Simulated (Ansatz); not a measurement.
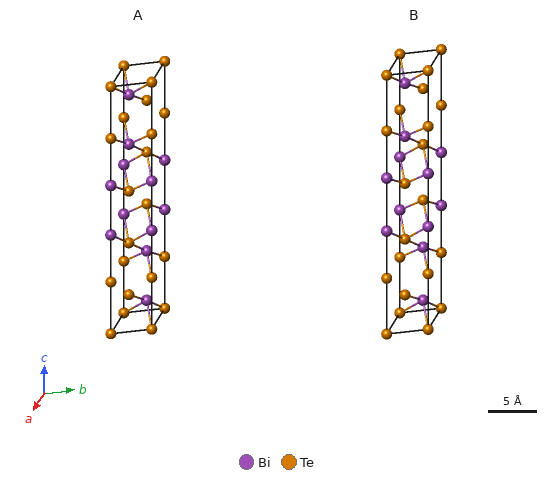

Two geometries of solid Bi₂Te₃ (set up in R-3m), drawn at one scale. One is the start of a relaxation, the other its converged end. The picture is a ball-and-stick view of the conventional cell (3 times the calculation's cell), seen from a free direction. Lengths and directions refer to the drawn axes.

All numbers below come from Kohn-Sham DFT of a periodic cell, PBE, Ansatz PAW in Ansatz 0.2.0. Set-up: plane-wave cutoff 420 eV; k-point mesh 7 × 7 × 7; occupations fermi-dirac; smearing width 0.05 eV; no spin polarisation; cell and atoms relaxed; force threshold 0.01 eV/Å; at most 40 steps.

**Which geometry has the lower energy?**

Structure B is the relaxed one. The run lets cell and atoms move. The energy falls by 13.1 meV per atom in 6 accepted moves (7 points after the start). Largest force component: 0.042 eV/Å at the start, 0.00052 eV/Å at the end. The pressure goes from 1.90 to 0.00 GPa. The SCF was repeated once at an unchanged geometry on a basis and grid sized afresh for the cell, which shifted the energy by 0.4 meV per atom at most. The largest moves relative to the cell, 0.18 Å, are those of Te atoms. By element the largest moves are Te 0.18 Å, Bi 0.08 Å. The volume changes by +7.8 %, with a = b 4.386 → 4.448 Å (+1.4 %), c 30.497 → 31.947 Å (+4.8 %). Near-neighbour distances that change, for instance: Bi–Te 3.247 → 3.288 Å, Bi–Te 3.074 → 3.092 Å. The space group stays R-3m (No. 166).
